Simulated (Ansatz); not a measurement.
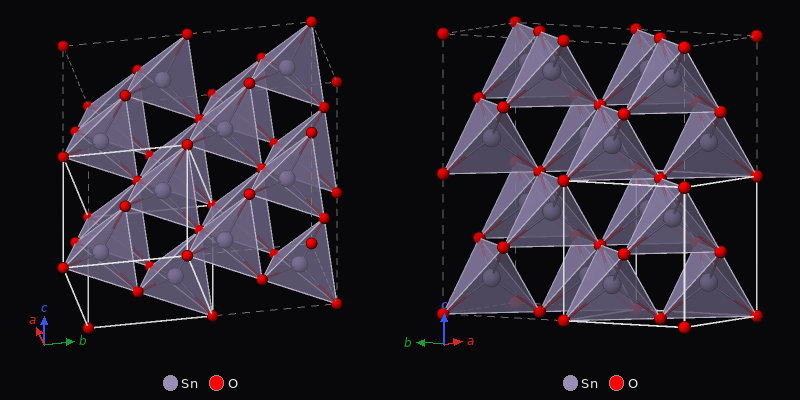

Polyhedra are drawn about Sn (bonds: O–Sn below 2.7 Å); other atoms are plain spheres. Two views of the same piece.

System SnO (space group F-43m, No. 216); source of the atomic positions: coordinates from a relaxation with Ansatz, DFT PBE, scalar-relativistic, plane waves, PAW; the starting structure was generated, so it need not be a known form of this composition.

What figure surrounds each Sn atom, and what does it share with the other drawn polyhedra?

Sn: SnO4 tetrahedron, sharing corners with twelve neighbours.

What is the connectivity of the polyhedra: isolated, groups, chains, layers or framework?

They form a three-dimensional framework of corner-sharing tetrahedra.

How far apart are the centres of linked polyhedra?

Centre to centre across a shared corner: 3.87 Å.
